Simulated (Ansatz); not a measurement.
**Si$_{4}$Ni (slab): density, localisation and related maps**

Input

```
crystal:
  lattice:
    - [3.8123023599, 0.0, 0.0]
    - [-1.90615118, 3.3015506906, 0.0]
    - [0.0, 0.0, 19.6690977635]
  atoms:
    - { symbol: Si, position: [0.6666666667, 0.3333333333, 0.3813087967] }
    - { symbol: Si, position: [0.0, 0.0, 0.4604362656] }
    - { symbol: Ni, position: [0.6666666667, 0.3333333333, 0.5] }
    - { symbol: Si, position: [0.3333333333, 0.6666666667, 0.5395637344] }
    - { symbol: Si, position: [0.6666666667, 0.3333333333, 0.6186912033] }
basis:
  ecutwfc: 420
kpoints:
  mp_grid: { grid: [9, 9, 1] }
hamiltonian:
  xc: pbesol
scf:
  occupations: { method: gaussian, width: 0.1 }
output:
  forces: true
  stress: true
  eigenvalues: true
  write_density: true
  write_potential: true
  elf: true
  volumetric_format: npy
efield:
  axis: 3
  dipole_correction: true
  ramp_width: 0.04
```

Command:

```sh
ansatz run input.yaml --threads 1 --pin off --max-ram 2560MiB --backend cpu --events-out ev --progress --plain --runs-dir out
```

Changed on purpose from its base cell (repeats removed: 2); not relaxed (largest force 1.2 eV/Å); computed without spin polarisation.

The calculation used DFT PBEsol, scalar-relativistic, plane waves, PAW in Ansatz.

The density is the valence pseudo-density of a PAW calculation; it isn't the true density close to the nuclei.

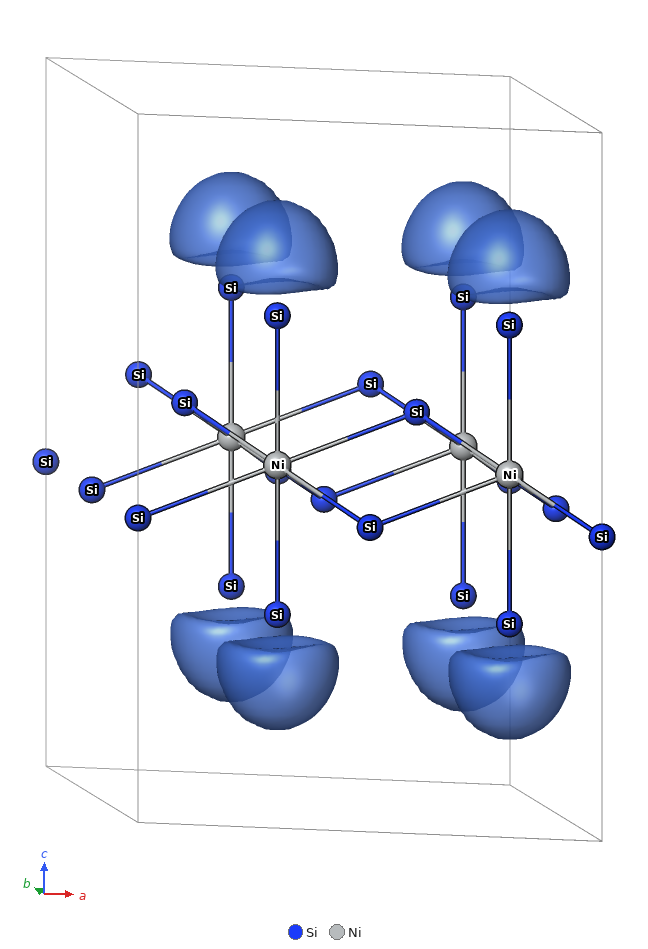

Figure 1. Isosurface of the ELF at 0.9 (blue), seen slightly off an axis. Core shells and regions of very low density are left out. Sticks mark near contacts.

### What do the ELF domains correspond to?

The ELF exceeds this value in two lobes on Si, pointing away from the bonds (lone pairs), counted in one cell of 5 atoms. Counts are for one cell; the picture repeats the cell along the surface. Profiles from the grid: Si–Ni (2.33 Å): the ELF peaks at about 0.75 in the valence shell of Si, 0.9 Å from its nucleus, and is about 0.50 at the midpoint.

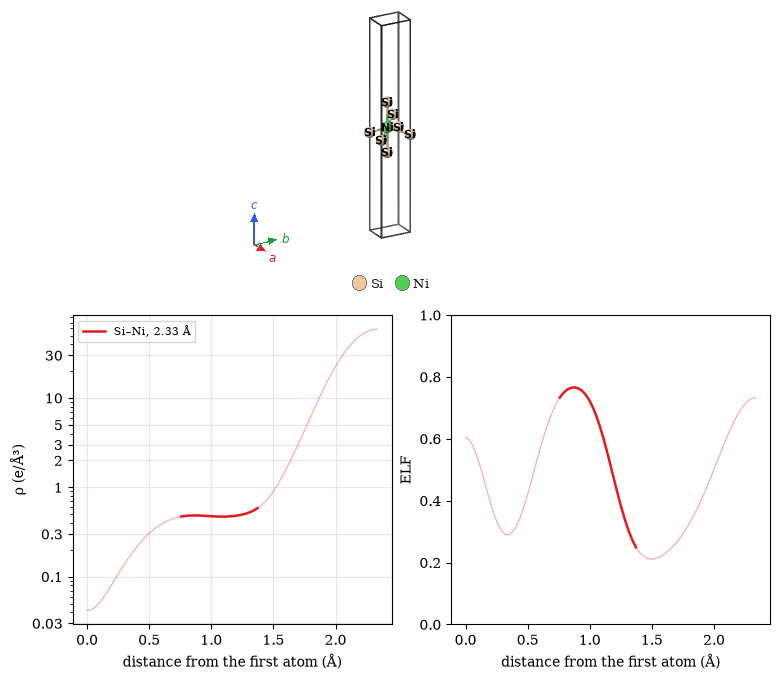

Figure 2. Valence pseudo-density and electron localisation function along straight lines between neighbouring atoms. Thin, pale parts lie inside the atomic spheres. The structure is drawn too.

### What can be read from the curves?

Si–Ni (2.33 Å): the density is about 0.48 e/Å³ at the midpoint; the ELF peaks at about 0.75 in the valence shell of Si, 0.9 Å from its nucleus, and is about 0.50 at the midpoint.

### Does the calculation make it a metal, or give it a gap?

It is gapless in this calculation (a metal or semimetal).
